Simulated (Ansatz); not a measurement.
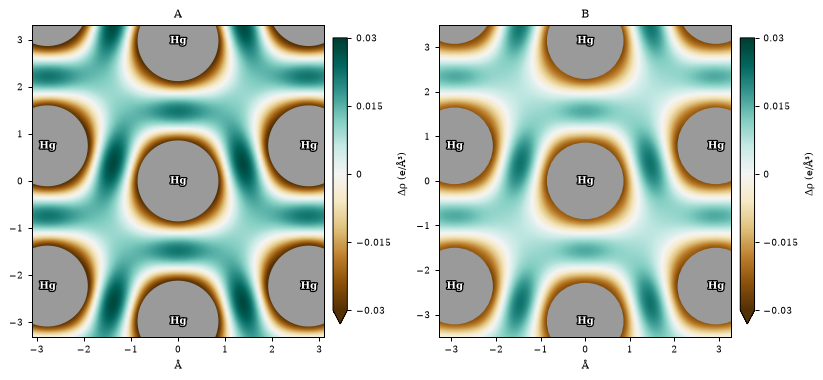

Hg: deformation density on the (010) plane of the conventional cell at two volumes, with the same fractional coordinates and one colour scale. Grey discs cover the cores.

Space group I4_1/amd. The cell comes from a database of computed structures, not from a measurement.

Theory: DFT PBE, scalar-relativistic, plane waves, PAW in Ansatz 0.2.0.

**Which panel is the larger cell, by how much, and what changes?**

B is the larger cell: A has 85 % of the volume of B.
- From B to A, Hg–Hg goes from 3.03 to 2.87 Å, and Δρ at its midpoint from +0.02 to +0.03 e/Å³.
- The pressure is 1.3 GPa in B and 9.8 GPa in A.
- The rearranged charge is 0.12 e an atom in B and 0.14 e in A.

Run times: 21 s (base cell) and 22 s (scaled cell), on 1 thread of Arm Neoverse V1, on a shared host.
